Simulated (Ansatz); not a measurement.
## Geometry relaxation, with input and output: HfO$_{2}$ (part 3 of 4)

HfO$_{2}$ (slab, 24 atoms in the cell); DFT PBE+D3(BJ), scalar-relativistic, plane waves, PAW, no spin polarisation (Ansatz 0.2.0); cutoff 420 eV, 3×3×1 k-mesh, Gaussian smearing of 0.05 eV. The structure derives from an entry of the Crystallography Open Database. The input holds or restrains some coordinates. Forces given for the steps count only the free coordinates. It belongs to a series of runs on one base structure; here: clean slab, lower planes held.

Geometry of the input (Å; fractional positions):
```
5.1261  0.0000  0.0000
0.0000  5.2022  0.0000
0.0000  0.0000  25.7472
O  0.6348  0.2419  0.3107
O  0.5361  0.7581  0.3192
O  0.1832  0.3358  0.3471
Hf 0.8445  0.5424  0.3573
Hf 0.4119  0.0424  0.3743
O  0.0731  0.8358  0.3844
O  0.7203  0.2581  0.4123
O  0.6216  0.7419  0.4208
O  0.2687  0.1642  0.4487
Hf 0.9300  0.9576  0.4589
Hf 0.4973  0.4576  0.4759
O  0.1586  0.6642  0.4860
O  0.8057  0.2419  0.5140
O  0.7071  0.7581  0.5224
O  0.3542  0.3358  0.5503
Hf 0.0154  0.5424  0.5605
Hf 0.5828  0.0424  0.5775
O  0.2441  0.8358  0.5877
O  0.8912  0.2581  0.6156
O  0.7925  0.7419  0.6240
O  0.4396  0.1642  0.6519
Hf 0.1009  0.9576  0.6621
Hf 0.6683  0.4576  0.6791
O  0.3295  0.6642  0.6893
```

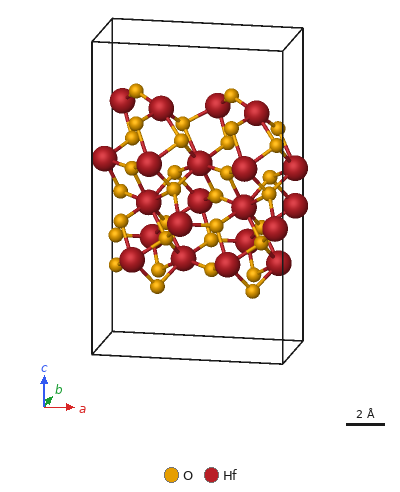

Fig. 1: The geometry at step 5 of the log (ball-and-stick view of the 2 × 1 repeat of the cell, with the vacuum cut short, seen slightly off an axis).

Output, continued:
```
  k-point 4: bands = ["-60.7422", "-60.6169", "-60.5580", "-60.4553", "-59.8638", "-59.6228", "-58.2289", "-57.7902", "-29.7706", "-29.6952", "-29.5428", "-29.5229", "-29.4356", "-29.4111", "-29.3606", "-29.3466", "-29.3010", "-29.2382", "-29.2216", "-29.1044", "-28.6925", "-28.6511", "-28.5945", "-28.4133", "-28.3680", "-28.3353", "-27.1314", "-26.9567", "-26.8446", "-26.6448", "-26.5383", "-26.5250", "-17.6214", "-17.1634", "-16.8863", "-16.7765", "-16.6367", "-16.5111", "-16.3036", "-15.9617",
      "-15.8929", "-15.6056", "-15.2121", "-15.0827", "-14.3456", "-12.9473", "-12.7701", "-12.4452", "-10.6493", "-10.6438", "-10.6083", "-10.6039", "-10.5903", "-10.5627", "-10.5518", "-10.4932", "-10.4917", "-10.4842", "-10.4792", "-10.4734", "-10.4651", "-10.4615", "-10.4251", "-10.4209", "-10.4131", "-10.4057", "-10.4039", "-10.3883", "-10.3824", "-10.3620", "-10.3535", "-10.3302", "-10.3243", "-10.3181", "-10.2956", "-10.2835", "-9.7493", "-9.7469", "-9.7426", "-9.7359",
      "-9.7303", "-9.7129", "-9.7074", "-9.5021", "-9.4966", "-9.4939", "-9.4881", "-9.4834", "-9.4735", "-9.4700", "-8.1746", "-8.1679", "-8.1431", "-8.1208", "-8.1056", "-8.0408", "-8.0346", "-7.6731", "-7.6717", "-7.6678", "-7.6575", "-7.6455", "-7.6228", "-7.6130", "-4.8854", "-4.6720", "-4.5252", "-4.3362", "-4.3071", "-4.0546", "-3.8490", "-3.7753", "-3.6528", "-3.4413", "-3.1101", "-3.0278", "-2.8963", "-2.8569", "-2.8085", "-2.6384",
      "-2.5394", "-2.4226", "-2.3330", "-2.2354", "-2.0847", "-1.9585", "-1.9047", "-1.7618", "-1.6342", "-1.5175", "-1.4686", "-1.3410", "-1.2057", "-1.1293", "-1.0939", "-0.9921", "-0.8322", "-0.6418", "-0.5593", "-0.3336", "-0.1572", "-0.0199", "0.2190", "0.5942", "1.0034", "1.2893", "1.5342", "1.8493", "2.1018", "2.2976", "2.7298", "2.9002", "2.9542", "3.6689", "4.0647", "4.5643", "4.8149", "4.9450", "5.3103", "5.4396",
      "5.5880", "5.7238", "5.9018", "6.0457", "6.1609", "6.4000", "6.5239", "6.6325", "6.7375", "6.9667", "7.2489", "7.3431", "7.4770", "7.5610", "7.7379", "7.8425", "8.0886", "8.2061", "8.3543", "8.5355", "8.6336", "8.6743", "8.9328"]
--- Relaxed structure (8 steps of the walk, 8 accepted, 0 SCFs on fresh bases) ---
  F+E_penalty+E_count = -134885.40844398 eV   max|allowed force component| = 1.659e-2 eV/Å
  atoms:
    - { symbol: O, position: [0.634792214, 0.24191816589999998, 0.3107132928] }
    - { symbol: O, position: [0.5361300047, 0.7580818340999999, 0.3191816935999999] }
    - { symbol: O, position: [0.1832406024, 0.3358219385999999, 0.34708585499999994] }
    - { symbol: Hf, position: [0.8445046142, 0.5424419733999999, 0.35726379239999995] }
    - { symbol: Hf, position: [0.41187871379999996, 0.04244197339999999, 0.3742505879] }
    - { symbol: O, position: [0.0731427257, 0.8358219385999999, 0.38442852529999993] }
    - { symbol: O, position: [0.7202533234, 0.2580818341, 0.4123326867] }
    - { symbol: O, position: [0.6215911141, 0.7419181658999999, 0.42080108759999996] }
    - { symbol: O, position: [0.2687017118, 0.16417806139999996, 0.4487052489999999] }
    - { symbol: Hf, position: [0.9299657236, 0.9575580265999998, 0.4588831864] }
    - { symbol: Hf, position: [0.4973398231999999, 0.4575580266, 0.47586998189999996] }
    - { symbol: O, position: [0.15860383509999998, 0.6641780614, 0.48604791929999996] }
    - { symbol: O, position: [0.8059421508418472, 0.246064475624623, 0.5169383737940174] }
    - { symbol: O, position: [0.7067390629374173, 0.7615641027987295, 0.5264729165684968] }
    - { symbol: O, position: [0.34914429184091306, 0.3320972272066297, 0.5522396915476839] }
    - { symbol: Hf, position: [0.017536824029289286, 0.5413109571014438, 0.5591978967608033] }
    - { symbol: Hf, position: [0.5904579039482828, 0.05202600418906054, 0.5775653663518444] }
    - { symbol: O, position: [0.2455561648355335, 0.835020794724338, 0.5910990517739152] }
    - { symbol: O, position: [0.8783700683895275, 0.27489509786735444, 0.6186650567285388] }
    - { symbol: O, position: [0.7865196878455215, 0.7638675764264218, 0.6303318608788702] }
    - { symbol: O, position: [0.4223972358772107, 0.18077022316251895, 0.6543948054214023] }
    - { symbol: Hf, position: [0.11465072109576951, 0.9534605458787734, 0.6619401063364659] }
    - { symbol: Hf, position: [0.6193642493474292, 0.4853911014395605, 0.67431916805942] }
    - { symbol: O, position: [0.31295713216179, 0.6861992325111369, 0.6985298059541095] }
```

Trajectory as extended XYZ (Å, eV, eV/Å), 8 frames, from step=1 to step=8:
```
24
Lattice="5.1261 0.0000 0.0000 0.0000 5.2022 0.0000 0.0000 0.0000 25.7472" Properties=species:S:1:pos:R:3:forces:R:3 step=1 energy=-134884.47155
O     3.2540    1.2585    8.0000   -0.1969   0.2575   1.4870
O     2.7483    3.9437    8.2180    1.4796   0.2108   0.9759
O     0.9393    1.7470    8.9365   -0.6773   0.2655   0.1221
Hf    4.3290    2.8219    9.1985   -1.2058  -1.3541  -1.1721
Hf    2.1113    0.2208    9.6359    0.4934   0.3412  -3.1798
O     0.3749    4.3481    9.8980   -0.3191   0.0322   0.3666
O     3.6921    1.3426   10.6164    0.2593   0.4169   0.9498
O     3.1863    3.8596   10.8345    0.1862  -0.3379   1.1624
O     1.3774    0.8541   11.5529   -0.0716   0.2450   1.0523
Hf    4.7671    4.9814   11.8150    0.1070   0.1511  -1.8421
Hf    2.5494    2.3803   12.2523    0.0355  -0.1666  -1.8473
O     0.8130    3.4552   12.5144   -0.0992  -0.2457   0.8957
O     4.1302    1.2585   13.2328   -0.0051   0.1483   1.0148
O     3.6244    3.9437   13.4509   -0.0270   0.1886   1.0500
O     1.8155    1.7470   14.1693   -0.0769  -0.2784   0.8217
Hf    0.0791    2.8219   14.4314    0.2527  -0.1491  -1.8852
Hf    2.9875    0.2208   14.8687   -0.0118   0.2008  -1.8273
O     1.2511    4.3481   15.1308   -0.2411   0.4207   0.6819
O     4.5683    1.3426   15.8492    0.0070   0.0269   1.3430
O     4.0625    3.8596   16.0673    0.1392  -0.4575   1.7256
O     2.2536    0.8541   16.7857   -0.0234   0.7887   1.2783
Hf    0.5172    4.9814   17.0478    2.0397  -0.8764  -1.1595
Hf    3.4256    2.3803   17.4852   -2.2742   0.2279  -2.3664
O     1.6892    3.4552   17.7472    0.2300  -0.0564   0.3531
24
Lattice="5.1261 0.0000 0.0000 0.0000 5.2022 0.0000 0.0000 0.0000 25.7472" Properties=species:S:1:pos:R:3:forces:R:3 step=2 energy=-134885.27316
O     3.2540    1.2585    8.0000   -0.1332   0.3064   1.6922
O     2.7483    3.9437    8.2180    1.5263   0.2444   1.1857
O     0.9393    1.7470    8.9365   -0.7630   0.2328   0.3429
Hf    4.3290    2.8219    9.1985   -1.1797  -1.5942  -1.7619
Hf    2.1113    0.2208    9.6359    0.4902   0.5185  -4.0122
O     0.3749    4.3481    9.8980   -0.3912   0.1500   0.8028
O     3.6921    1.3426   10.6164    0.2805   0.3451   1.5014
O     3.1863    3.8596   10.8345    0.1959  -0.4251   1.7052
O     1.3774    0.8541   11.5529   -0.0934   0.3710   1.4894
Hf    4.7671    4.9814   11.8150    0.0767   0.2626  -2.4186
Hf    2.5494    2.3803   12.2523    0.1204  -0.2270  -2.1236
O     0.8130    3.4552   12.5144   -0.0422  -0.3609   0.9140
O     4.1341    1.2612   13.2764    0.0136   0.1194   0.4853
O     3.6248    3.9437   13.5002   -0.0329   0.1092   0.3761
O     1.8225    1.7483   14.2080   -0.0887  -0.0779   0.2841
Hf    0.0893    2.8165   14.3985   -0.0840  -0.3824  -0.6045
Hf    3.0025    0.2325   14.8457    0.6357   0.1837  -0.7543
O     1.2610    4.3570   15.1131   -0.0583   0.2042   0.5787
O     4.5837    1.3510   15.9170   -0.2024   0.0252   0.0738
O     4.0934    3.8721   16.1204   -0.1180  -0.0437   0.5828
O     2.2479    0.8582   16.7964   -0.2243  -0.0812   0.3980
Hf    0.6046    4.9390   17.0023    0.3522  -0.4473  -0.2024
Hf    3.2865    2.4214   17.3559   -0.2479   0.2576  -0.4413
O     1.6395    3.4424   17.8387   -0.0320   0.3094  -0.0923
24
Lattice="5.1261 0.0000 0.0000 0.0000 5.2022 0.0000 0.0000 0.0000 25.7472" Properties=species:S:1:pos:R:3:forces:R:3 step=3 energy=-134885.37777
O     3.2540    1.2585    8.0000   -0.0992   0.3314   1.7894
O     2.7483    3.9437    8.2180    1.5481   0.2583   1.2864
O     0.9393    1.7470    8.9365   -0.8084   0.2149   0.4496
Hf    4.3290    2.8219    9.1985   -1.1726  -1.7037  -2.0331
Hf    2.1113    0.2208    9.6359    0.4930   0.6046  -4.3818
O     0.3749    4.3481    9.8980   -0.4315   0.2064   1.0115
O     3.6921    1.3426   10.6164    0.2964   0.3043   1.7736
O     3.1863    3.8596   10.8345    0.2046  -0.4727   1.9677
O     1.3774    0.8541   11.5529   -0.0867   0.4466   1.6761
Hf    4.7671    4.9814   11.8150    0.0841   0.3453  -2.5349
Hf    2.5494    2.3803   12.2523    0.0800  -0.2184  -2.0081
O     0.8130    3.4552   12.5144   -0.0822  -0.3469   1.0162
O     4.1409    1.2751   13.3145   -0.0035   0.0733  -0.0361
O     3.6190    3.9577   13.5385    0.0385   0.0019  -0.0407
O     1.8172    1.7591   14.2399   -0.1001   0.0226  -0.0596
Hf    0.0843    2.8243   14.4010    0.1436  -0.1390   0.0369
Hf    3.0190    0.2578   14.8492    0.1829   0.0145   0.2168
O     1.2596    4.3774   15.1754   -0.2055  -0.1448  -0.0347
O     4.5455    1.3857   15.9500   -0.1109  -0.0034  -0.2311
O     4.0653    3.9031   16.1810   -0.0419   0.1653   0.0139
O     2.2121    0.8674   16.8402    0.0405   0.1085   0.1497
Hf    0.5843    4.9519   17.0257    0.1036  -0.1746  -0.1320
Hf    3.2121    2.4647   17.3454   -0.0586   0.0999  -0.0237
O     1.6058    3.5011   17.8853   -0.0137   0.0058   0.1277
24
Lattice="5.1261 0.0000 0.0000 0.0000 5.2022 0.0000 0.0000 0.0000 25.7472" Properties=species:S:1:pos:R:3:forces:R:3 step=4 energy=-134885.39785
O     3.2540    1.2585    8.0000   -0.0948   0.3348   1.8018
O     2.7483    3.9437    8.2180    1.5502   0.2592   1.2982
O     0.9393    1.7470    8.9365   -0.8136   0.2130   0.4600
Hf    4.3290    2.8219    9.1985   -1.1723  -1.7164  -2.0643
Hf    2.1113    0.2208    9.6359    0.4928   0.6156  -4.4210
O     0.3749    4.3481    9.8980   -0.4381   0.2126   1.0364
O     3.6921    1.3426   10.6164    0.2972   0.3015   1.8031
O     3.1863    3.8596   10.8345    0.2073  -0.4794   2.0032
O     1.3774    0.8541   11.5529   -0.0898   0.4578   1.6865
Hf    4.7671    4.9814   11.8150    0.0819   0.3564  -2.5216
Hf    2.5494    2.3803   12.2523    0.0705  -0.2143  -2.0070
O     0.8130    3.4552   12.5144   -0.0743  -0.3535   1.0058
O     4.1375    1.2796   13.3194   -0.0257   0.0139  -0.1151
O     3.6218    3.9626   13.5465   -0.0069  -0.0023  -0.0619
O     1.8080    1.7526   14.2385   -0.0522   0.0084  -0.0476
Hf    0.0839    2.8183   14.3992    0.0516  -0.0454   0.0375
Hf    3.0200    0.2634   14.8595    0.1491  -0.0105   0.1225
O     1.2491    4.3718   15.1815    0.0093  -0.0158   0.0462
O     4.5233    1.4001   15.9415    0.0151   0.0648  -0.1221
O     4.0565    3.9348   16.1932   -0.0961   0.0429  -0.0062
O     2.2080    0.8898   16.8647   -0.0674   0.0027  -0.0063
Hf    0.5888    4.9581   17.0237    0.0215  -0.0512  -0.0248
Hf    3.1939    2.5011   17.3461   -0.0082   0.0166   0.0321
O     1.5989    3.5309   17.9235   -0.0070  -0.0117   0.0648
24
Lattice="5.1261 0.0000 0.0000 0.0000 5.2022 0.0000 0.0000 0.0000 25.7472" Properties=species:S:1:pos:R:3:forces:R:3 step=5 energy=-134885.40357
O     3.2540    1.2585    8.0000   -0.0967   0.3336   1.7956
O     2.7483    3.9437    8.2180    1.5493   0.2569   1.2923
O     0.9393    1.7470    8.9365   -0.8118   0.2161   0.4515
Hf    4.3290    2.8219    9.1985   -1.1724  -1.7136  -2.0501
Hf    2.1113    0.2208    9.6359    0.4900   0.6171  -4.3931
O     0.3749    4.3481    9.8980   -0.4385   0.2096   1.0265
O     3.6921    1.3426   10.6164    0.2968   0.3069   1.7800
O     3.1863    3.8596   10.8345    0.2140  -0.4674   1.9966
O     1.3774    0.8541   11.5529   -0.1136   0.4387   1.6341
Hf    4.7671    4.9814   11.8150    0.0805   0.3651  -2.5215
Hf    2.5494    2.3803   12.2523    0.0666  -0.2740  -2.0247
O     0.8130    3.4552   12.5144   -0.0927  -0.3169   1.0221
O     4.1295    1.2760   13.3154    0.0128  -0.0045  -0.1017
O     3.6177    3.9559   13.5510    0.0274   0.0166  -0.0430
O     1.7923    1.7293   14.2228   -0.0455  -0.0064  -0.0283
Hf    0.0846    2.8145   14.3973    0.0082  -0.0751   0.0383
Hf    3.0186    0.2623   14.8619    0.1324   0.0131   0.1217
O     1.2649    4.3347   15.2078    0.0111   0.0526   0.0321
O     4.5080    1.4139   15.9312    0.0458  -0.0499  -0.0796
O     4.0515    3.9489   16.2102   -0.0298   0.0525   0.0037
O     2.1786    0.9171   16.8508   -0.0440  -0.0342  -0.0137
Hf    0.6035    4.9358   17.0426   -0.0695   0.0432  -0.0439
Hf    3.2031    2.4968   17.3488    0.0373   0.0196   0.0428
O     1.6322    3.5475   17.9638   -0.0577   0.0004   0.0621
24
Lattice="5.1261 0.0000 0.0000 0.0000 5.2022 0.0000 0.0000 0.0000 25.7472" Properties=species:S:1:pos:R:3:forces:R:3 step=6 energy=-134885.40709
O     3.2540    1.2585    8.0000   -0.0982   0.3327   1.7913
O     2.7483    3.9437    8.2180    1.5490   0.2561   1.2902
O     0.9393    1.7470    8.9365   -0.8103   0.2166   0.4469
Hf    4.3290    2.8219    9.1985   -1.1708  -1.7121  -2.0422
Hf    2.1113    0.2208    9.6359    0.4886   0.6177  -4.3812
O     0.3749    4.3481    9.8980   -0.4373   0.2057   1.0201
O     3.6921    1.3426   10.6164    0.2893   0.3093   1.7635
O     3.1863    3.8596   10.8345    0.2113  -0.4710   2.0026
O     1.3774    0.8541   11.5529   -0.0970   0.4514   1.6235
Hf    4.7671    4.9814   11.8150    0.0881   0.3714  -2.5104
Hf    2.5494    2.3803   12.2523    0.0653  -0.2761  -2.0363
O     0.8130    3.4552   12.5144   -0.0594  -0.3275   1.0505
O     4.1334    1.2817   13.3081   -0.0147   0.0030   0.0529
O     3.6251    3.9634   13.5534   -0.0084   0.0136   0.0345
O     1.7902    1.7246   14.2212   -0.0008   0.0244   0.0011
Hf    0.0894    2.8150   14.4008    0.0393   0.0263  -0.0781
Hf    3.0314    0.2711   14.8728   -0.0527  -0.0467  -0.0561
O     1.2642    4.3454   15.2167   -0.0242  -0.0412   0.0072
O     4.5061    1.4269   15.9320   -0.0052  -0.0251  -0.0085
O     4.0370    3.9657   16.2216   -0.0035   0.0207  -0.0065
O     2.1660    0.9295   16.8603    0.0653   0.0347  -0.0346
Hf    0.5914    4.9467   17.0446    0.0215   0.0305   0.0343
Hf    3.1825    2.5159   17.3566   -0.0745   0.0096   0.0636
O     1.6071    3.5599   17.9874    0.0397  -0.0237  -0.0290
24
Lattice="5.1261 0.0000 0.0000 0.0000 5.2022 0.0000 0.0000 0.0000 25.7472" Properties=species:S:1:pos:R:3:forces:R:3 step=7 energy=-134885.40844
O     3.2540    1.2585    8.0000   -0.0970   0.3336   1.7945
O     2.7483    3.9437    8.2180    1.5497   0.2565   1.2936
O     0.9393    1.7470    8.9365   -0.8118   0.2161   0.4508
Hf    4.3290    2.8219    9.1985   -1.1716  -1.7163  -2.0510
Hf    2.1113    0.2208    9.6359    0.4899   0.6207  -4.3932
O     0.3749    4.3481    9.8980   -0.4382   0.2077   1.0269
O     3.6921    1.3426   10.6164    0.2920   0.3074   1.7699
O     3.1863    3.8596   10.8345    0.2143  -0.4671   2.0096
O     1.3774    0.8541   11.5529   -0.1048   0.4469   1.6271
Hf    4.7671    4.9814   11.8150    0.0783   0.3828  -2.5207
Hf    2.5494    2.3803   12.2523    0.0789  -0.2847  -2.0492
O     0.8130    3.4552   12.5144   -0.0723  -0.3113   1.0307
O     4.1313    1.2801   13.3097   -0.0048   0.0017   0.0067
O     3.6228    3.9618   13.5552   -0.0025   0.0096   0.0139
O     1.7897    1.7276   14.2186   -0.0034  -0.0042  -0.0017
Hf    0.0899    2.8160   14.3978   -0.0028  -0.0067  -0.0130
Hf    3.0267    0.2706   14.8707   -0.0022  -0.0044  -0.0106
O     1.2587    4.3439   15.2192    0.0076   0.0072  -0.0053
O     4.5026    1.4301   15.9289    0.0147  -0.0063   0.0036
O     4.0318    3.9738   16.2293    0.0021   0.0118  -0.0103
O     2.1652    0.9404   16.8488   -0.0087  -0.0042   0.0067
Hf    0.5877    4.9601   17.0431   -0.0110   0.0071   0.0161
Hf    3.1749    2.5251   17.3618    0.0121  -0.0151  -0.0062
O     1.6042    3.5697   17.9852   -0.0081   0.0111   0.0107
24
Lattice="5.1261 0.0000 0.0000 0.0000 5.2022 0.0000 0.0000 0.0000 25.7472" Properties=species:S:1:pos:R:3:forces:R:3 step=8 energy=-134885.40844
O     3.2540    1.2585    8.0000   -0.0969   0.3336   1.7947
O     2.7483    3.9437    8.2180    1.5496   0.2565   1.2935
O     0.9393    1.7470    8.9365   -0.8119   0.2162   0.4509
Hf    4.3290    2.8219    9.1985   -1.1716  -1.7164  -2.0513
Hf    2.1113    0.2208    9.6359    0.4900   0.6207  -4.3936
O     0.3749    4.3481    9.8980   -0.4382   0.2078   1.0271
O     3.6921    1.3426   10.6164    0.2920   0.3074   1.7703
O     3.1863    3.8596   10.8345    0.2143  -0.4672   2.0099
O     1.3774    0.8541   11.5529   -0.1048   0.4470   1.6274
Hf    4.7671    4.9814   11.8150    0.0782   0.3826  -2.5210
Hf    2.5494    2.3803   12.2523    0.0789  -0.2847  -2.0495
O     0.8130    3.4552   12.5144   -0.0723  -0.3113   1.0307
O     4.1313    1.2801   13.3097   -0.0049   0.0016   0.0067
O     3.6228    3.9618   13.5552   -0.0025   0.0097   0.0140
O     1.7897    1.7276   14.2186   -0.0032  -0.0043  -0.0017
Hf    0.0899    2.8160   14.3978   -0.0029  -0.0066  -0.0127
Hf    3.0267    0.2706   14.8707   -0.0022  -0.0044  -0.0103
O     1.2587    4.3439   15.2192    0.0076   0.0072  -0.0054
O     4.5026    1.4301   15.9289    0.0147  -0.0065   0.0033
O     4.0318    3.9738   16.2293    0.0023   0.0121  -0.0106
O     2.1652    0.9404   16.8488   -0.0090  -0.0047   0.0063
Hf    0.5877    4.9601   17.0431   -0.0108   0.0069   0.0166
Hf    3.1749    2.5251   17.3618    0.0124  -0.0152  -0.0057
O     1.6042    3.5697   17.9852   -0.0089   0.0118   0.0104
```

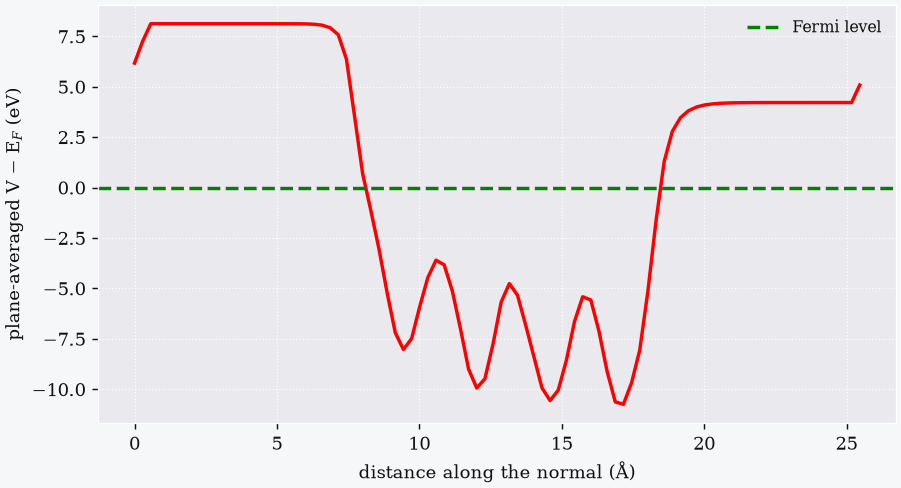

Fig. 2: Plane average of the electrostatic potential energy of an electron across the cell, from the Fermi level. The vacuum level lies 4.22 eV above the Fermi level on the upper side and 8.13 eV on the lower.
